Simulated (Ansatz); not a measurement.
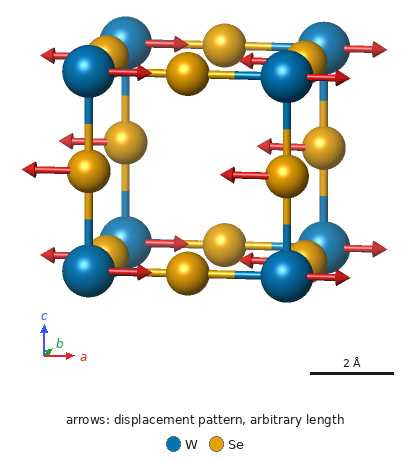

Normal modes of crystalline WSe$_{3}$ (a generated structure), space group Pm-3m (No. 221), at the zone centre. The optical levels lie at 42i (×3), 42 (×3), 243 (×3) cm⁻¹. One mode is drawn. The red arrows give the relative displacements of the atoms. Style: ball-and-stick. Shown: the cell of the calculation, slightly off an axis.

Method: Ansatz 0.2.0, DFT PBEsol, scalar-relativistic, plane waves, PAW. Settings: plane-wave cutoff 420 eV; k-point mesh 10 × 10 × 10; occupations fermi dirac; smearing width 0.15 eV; no spin polarisation.

The frequencies depend somewhat on the k-mesh and the smearing.

Which of these frequencies is the drawn mode's?

The level at 42i cm⁻¹. This is the T₁u mode (triply degenerate; one member of the set is drawn), the lowest optical level, infrared-active by symmetry. All motion is along a; it mainly bends the Se–W bonds; the kinetic energy is shared as Se 54 %, W 46 %. The crystal is a metal, so free carriers screen the infrared response. The frequency is imaginary, so the structure is unstable against this distortion. Freezing in the drawn pattern lowers the space group from Pm-3m to P4mm (No. 99).
